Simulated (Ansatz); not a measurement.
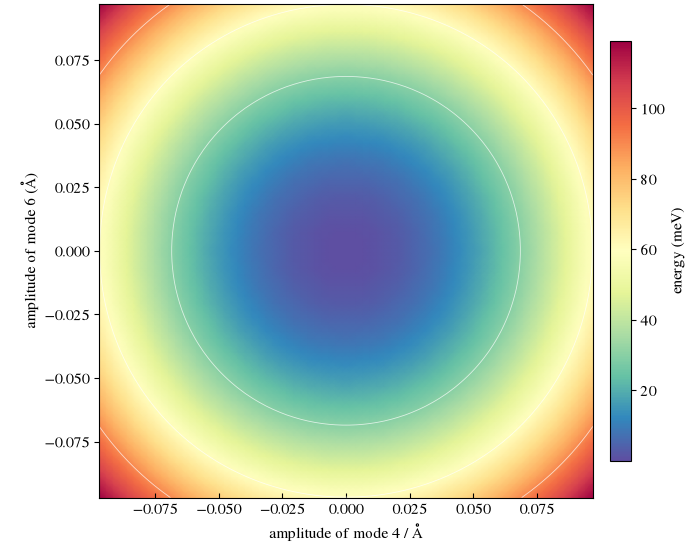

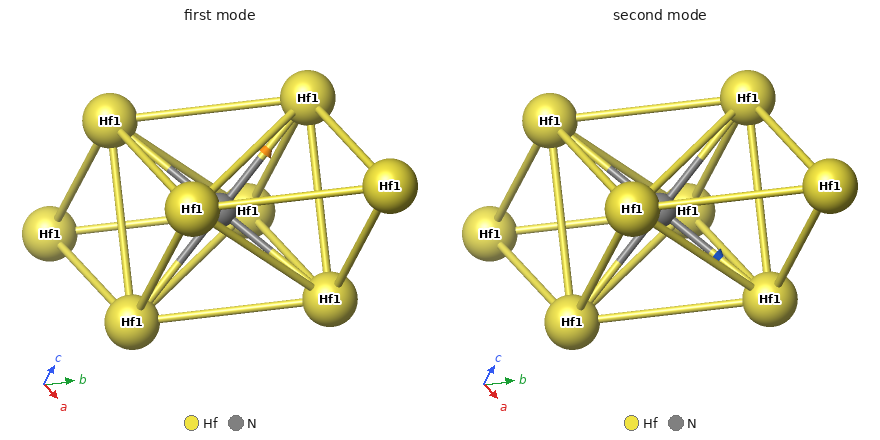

Energy landscape of HfN (Fm-3m, No. 225; 2 atoms in the cell). The energy is mapped over two normal modes frozen in (zone-centre modes of the 2-atom cell of this scan). First axis: amplitude of mode 4 (479 cm⁻¹), largest displacement. Second axis: amplitude of mode 6 (479 cm⁻¹), largest displacement. Nothing is relaxed (the cell and all other modes fixed). The grid has 11 × 11 points; 21 points were computed and 100 follow by symmetry. Points are written as (first, second). All energies are given in meV per cell relative to the lowest grid point. The calculation used Ansatz 0.2.0, DFT PBE, scalar-relativistic, plane waves, PAW. Settings: cutoff 520 eV, k-mesh 16×16×16, gaussian smearing 0.15 eV, no spin polarisation.

The picture shows a smooth colour map with a few white contour lines. Between grid points the surface is interpolated. The second picture is the structure at the lowest point

Question: Where are the wells?

Answer: The lowest grid point is at (0.000 Å, 0.000 Å). It is the only kind of minimum in the scanned range. The highest grid point, (−0.097 Å, −0.097 Å), lies 119 meV above the lowest.

The input of one point:

```yaml
crystal:
  lattice:
    - [0.0, 2.2738140414, 2.2738140414]
    - [2.2738140414, 0.0, 2.2738140414]
    - [2.2738140414, 2.2738140414, 0.0]
  atoms:
    - { symbol: Hf, position: [0.0, 0.0, 0.0] }
    - { symbol: "N", position: [0.5, 0.5, 0.5] }
basis:
  ecutwfc: 520.0
kpoints:
  mp_grid: { grid: [16, 16, 16] }
hamiltonian:
  xc: pbe
  pseudopotentials: { kind: paw, azcp: { folder: soft_1 } }
scf:
  occupations: { method: gaussian, width: 0.15 }
output:
  forces: true
  stress: true
  eigenvalues: true
```

Time for the 21 points that were run: 10 min on 1 thread of Intel(R) Xeon(R) Platinum 8488C (Sapphire Rapids) (shared host).
